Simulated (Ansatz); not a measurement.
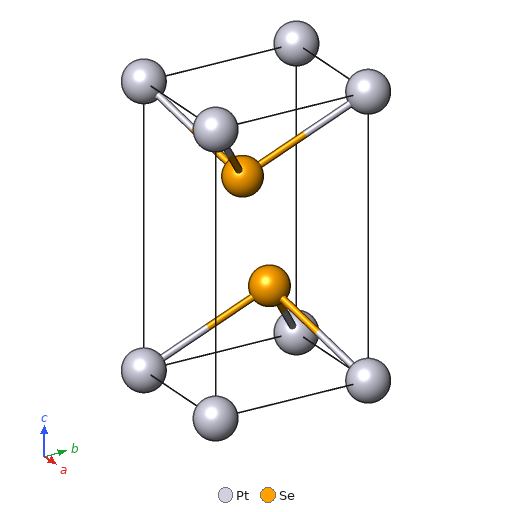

System: a slab cut from PtSe₂ (slab content Pt₅Se₁₀), space group P-3m1 (No. 164). The picture shows the bulk cell.

Structure:
```
CELL_PARAMETERS angstrom
3.76070 0.00000 0.00000
-1.88040 3.25690 0.00000
0.00000 0.00000 4.86330
ATOMIC_POSITIONS crystal
Pt 0.00000 0.00000 0.00000
Se 0.33333 0.66667 0.26070
Se 0.66667 0.33333 0.73930
```

Computed with Ansatz 0.2.0: spacing and rumpling of the atomic planes of a slab cut from the relaxed bulk cell along the Miller plane (conventional indices), bottom to top, after all atoms relax, plane waves with PAW datasets, Γ-centred k mesh. Level: PBEsol, no spin polarisation.

```json
{"setting": "space group in which the indices count", "value": "164"}
{"setting": "Miller index h", "value": "0"}
{"setting": "Miller index k", "value": "1"}
{"setting": "Miller index l", "value": "1"}
{"setting": "top plane", "value": "PtSe2"}
{"setting": "bottom plane", "value": "PtSe2"}
{"setting": "planes", "value": "5"}
{"setting": "surface cell", "value": "(1, 1)"}
{"setting": "slab thickness as cut", "value": "11.22 Å"}
{"setting": "vacuum", "value": "15 Å"}
{"setting": "surface area", "value": "22.01 Å²"}
{"setting": "surface a", "value": "3.761 Å"}
{"setting": "surface b", "value": "6.148 Å"}
{"setting": "surface angle", "value": "107.8 °"}
{"setting": "slab atoms", "value": "15"}
{"setting": "wave cutoff", "value": "420 eV"}
{"setting": "k mesh", "value": "10×6×1"}
{"setting": "occupations", "value": "Gaussian"}
{"setting": "smearing width", "value": "0.1 eV"}
{"setting": "boundary", "value": "dipole corrected"}
```

What does the calculation give for the spacing change of each pair of planes? The cases: 1–2; 2–3; 3–4; 4–5.

The least value, −0.066 Å, is that of 2–3 and 3–4, and the largest, −0.009 Å, that of 1–2 and 4–5. In rising order: 2–3 (−0.066), 3–4 (−0.066), 1–2 (−0.009), 4–5 (−0.009), in Å. The spacing to next, in Å, is 2.698 for 1–2, 2.640 for 2–3, 2.640 for 3–4 and 2.698 for 4–5.

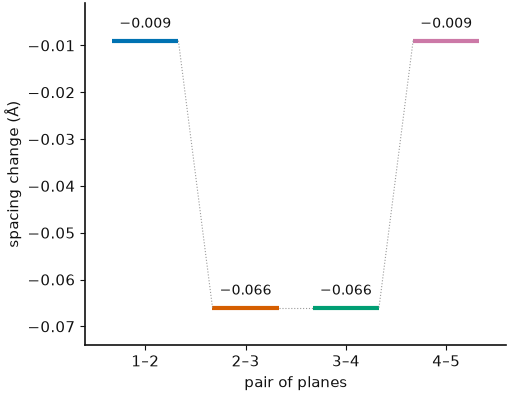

Limits of the calculation: k mesh lowers the symmetry; xc potential rough in thin density.
